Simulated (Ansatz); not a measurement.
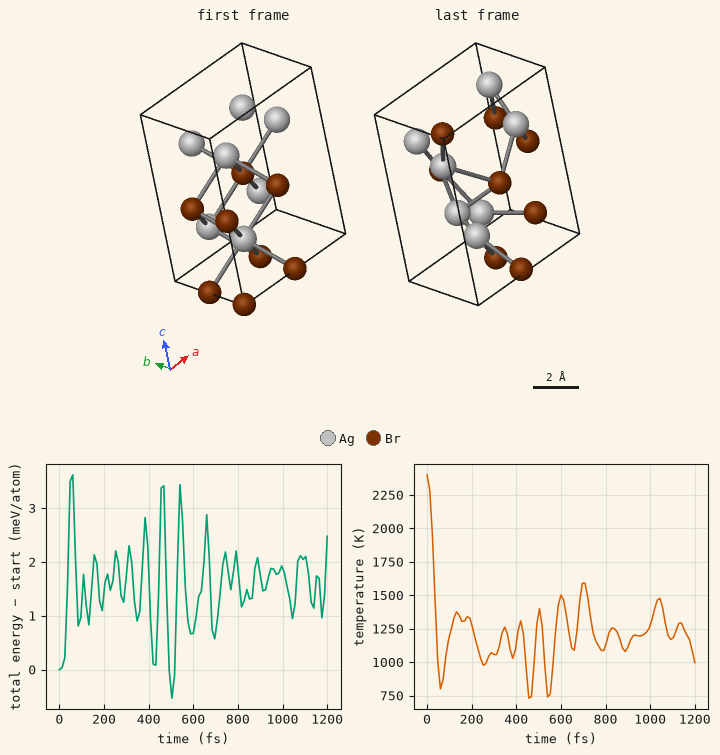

A Born-Oppenheimer molecular dynamics run of AgBr with an Ag vacancy (15 atoms in the cell, charge -1), 1.20 ps long. The picture is a ball-and-stick view of the reduced simulation cell, seen slightly off an axis. Bonds to atoms that aren't drawn are left out. Lengths and directions refer to the drawn axes.

Computed with DFT PBE-D3(BJ), scalar-relativistic, plane waves, PAW in Ansatz. Set-up: plane-wave cutoff 420 eV; k-point mesh 2 × 2 × 2; Fermi-Dirac smearing 0.05 eV; constant energy (NVE); velocities drawn for 2400 K; time step 12 fs.

Is this trajectory numerically sound?

Answer. The total energy stays between −0.53 and 3.6 meV per atom of its start. A straight-line fit has a slope that amounts to +0.21 meV per atom over 1.20 ps (0.1 % of the mean kinetic energy), and the ripple about it is 2.6 % of the kinetic energy's fluctuation. With a drift under 2 % and a ripple under 7 %, the integration is accurate. The time step of 12 fs is long for the fastest vibrations here (lightest element bromine). Over the second half the temperature averages 1250 K (spread ±137 K). The first frame carries almost no forces, so kinetic energy first flows into potential energy: the temperature drops from 2400 to 801 K within 60 fs, and without a thermostat its mean stays below the start. The potential energy in the second half lies on average 140 meV per atom above the first frame.

Limits of the set-up: the periodic images lie only 8.2 Å apart, so the values are limited by the cell's size; the cell is charged, on a uniform background, and energies carry no finite-size correction.

Cost: 11 min on 2 threads of Intel(R) Xeon(R) 6975P-C (Granite Rapids), with other jobs on the host, peak memory 1.2 GiB.
